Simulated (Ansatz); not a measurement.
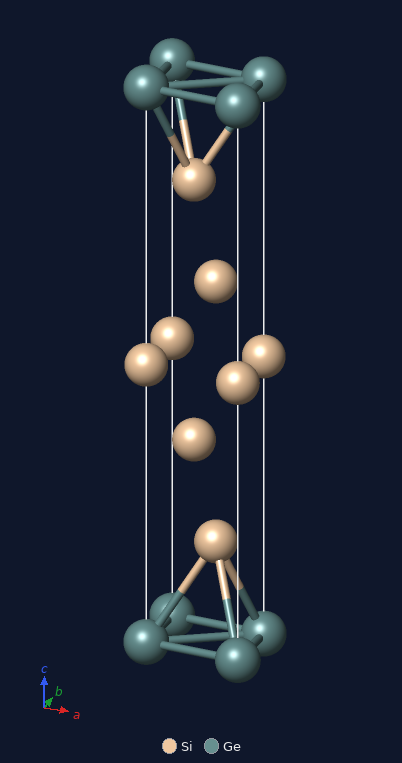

We look at a ball-and-stick model of the crystal slightly off an axis. The wireframe shows the conventional unit cell. Cell: a = 2.86 Å, b = 2.86 Å, c = 13.18 Å, α = 90.00°, β = 90.00°, γ = 120.00°.

It goes back to a structure type filled with these elements by a generator (whether the compound takes this form wasn't checked). Earlier steps of the study, as a rule a relaxation of our own, may have changed the cell and positions, so they can lie some per cent off the listed ones. Ansatz was used for an electronic-structure calculation on it.

Question: Characterise what is shown.

Answer: Its composition is Si5Ge. Space group: P-3m1 (No. 164). Lattice: primitive hexagonal. It has 6 atoms to the cell (5 Si, 1 Ge).

Method used: DFT PBE, scalar-relativistic, plane waves, PAW in Ansatz 0.2.0. It ran with E_cut = 420 eV, an 18×18×4 grid in reciprocal space, Gaussian smearing of 0.1 eV, no spin polarisation.

Question: Does it come out as a metal, or with a gap?

Answer: A metal: bands cross the Fermi level.

Question: What charge does Bader's analysis assign to each element?

Answer: Si -0.01 e; Ge +0.05 e.

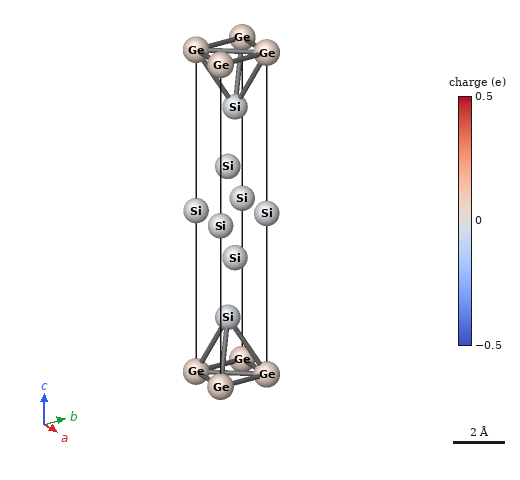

The atoms coloured by those charges. The run's cell of 6 atoms is drawn.

Question: Does the calculation find this structure at rest?

Answer: Yes. All forces vanish to within 0.01 eV/Å. The pressure is 0.0 GPa, close to zero.
